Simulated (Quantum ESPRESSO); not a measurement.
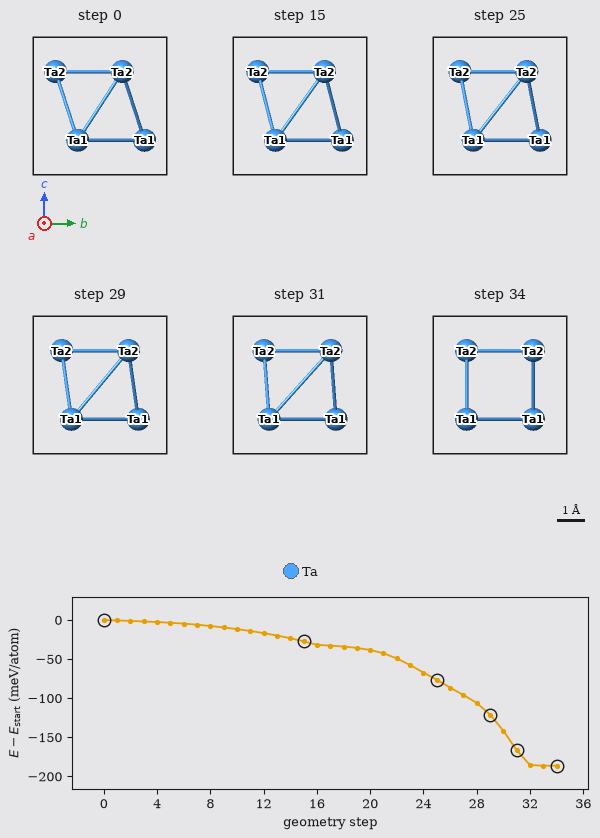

Frames of a relaxation of a crystal of Ta (set up in Cmcm), marked on the history of the run. The picture is a ball-and-stick view of the conventional cell (2 times the calculation's cell), seen along the a axis. Lengths and directions refer to the drawn axes.

The run lets the atoms move in a fixed cell. The cell is held at a strain of 4.0 % (uniaxial x).

Method: Kohn-Sham DFT of a periodic cell, PBEsol, GBRV 1.5 PBEsol in Quantum ESPRESSO.

Input file:
```
&CONTROL
  calculation = 'relax'
  prefix = 'pwscf'
  outdir = './tmp'
  pseudo_dir = './pseudo'
  tprnfor = .true.
  tstress = .true.
  disk_io = 'low'
  nstep = 40
  forc_conv_thr = 0.0004
  etot_conv_thr = 1d-05
/
&SYSTEM
  ibrav = 0
  nat = 2
  ntyp = 1
  ecutwfc = 56
  ecutrho = 448
  nbnd = 20
  occupations = 'smearing'
  smearing = 'fd'
  degauss = 0.00367493
/
&ELECTRONS
  conv_thr = 4d-10
  electron_maxstep = 120
  mixing_beta = 0.5
/
&IONS
  ion_dynamics = 'bfgs'
/
ATOMIC_SPECIES
Ta   180.9479 ta_pbesol_v1.uspp.F.UPF
CELL_PARAMETERS angstrom
   3.0163869555    0.0000000000    0.0000000000
  -1.5081934778    2.5117958953    0.0000000000
   0.0000000000    0.0000000000    5.1662740000
ATOMIC_POSITIONS angstrom
Ta    -0.0000000002    1.6745305970    1.2915685000
Ta     1.5081934779    0.8372652983    3.8747055000
K_POINTS automatic
11 11 5 0 0 0
```

Command:
```bash
OMP_NUM_THREADS=1 mpirun -n 2 pw.x -nk 2 -in pw.in > pw.out
```

Q: Describe the path.

A: The largest moves, 0.42 Å, are those of Ta1 and Ta2. Ta1 goes along −b. The cell doesn't change. Some distances before and after: Ta1–Ta2 3.078 → 3.603 Å, Ta1–Ta2 (another image) 3.106 → 2.991 Å. The space group (tolerance 0.01 Å) goes from Cmcm (No. 63) to Fmmm (No. 69). Over 34 geometry steps the energy falls by 186 meV per atom. The largest force component goes from 0.16 to 0.00011 eV/Å. From step 0 to 15: Ta atoms move most (0.09 Å), energy −27.2 meV per atom. From step 15 to 25: Ta atoms move most (0.08 Å), energy −49.1 meV per atom. From step 25 to 29: Ta atoms move most (0.07 Å), energy −44.5 meV per atom. From step 29 to 31: Ta atoms move most (0.09 Å), energy −45.6 meV per atom. From step 31 to 34: Ta atoms move most (0.10 Å), energy −19.8 meV per atom.

| step | E − E(0), meV/atom | largest force component, eV/Å |
| --- | --- | --- |
| 0 | 0.00 | 0.1562 |
| 1 | -0.51 | 0.1641 |
| 2 | -1.11 | 0.1753 |
| 3 | -1.77 | 0.1887 |
| 4 | -2.54 | 0.2059 |
| 5 | -3.45 | 0.2272 |
| 6 | -4.57 | 0.2517 |
| 7 | -5.94 | 0.2771 |
| 8 | -7.59 | 0.3005 |
| 9 | -9.51 | 0.3206 |
| 10 | -11.57 | 0.3380 |
| 11 | -13.96 | 0.3564 |
| 13 | -19.79 | 0.4008 |
| 14 | -23.20 | 0.4269 |
| 15 | -27.21 | 0.4576 |
| 16 | -31.68 | 0.4914 |
| 18 | -33.83 | 0.5072 |
| 19 | -35.57 | 0.5198 |
| 20 | -38.26 | 0.5384 |
| 21 | -42.47 | 0.5653 |
| 23 | -57.52 | 0.6363 |
| 24 | -67.18 | 0.6611 |
| 25 | -76.26 | 0.6724 |
| 26 | -86.37 | 0.6754 |
| 28 | -105.94 | 0.6609 |
| 29 | -120.81 | 0.6319 |
| 30 | -141.43 | 0.5605 |
| 31 | -166.40 | 0.3974 |
| 33 | -186.16 | 0.0069 |
| 34 | -186.16 | 0.0001 |
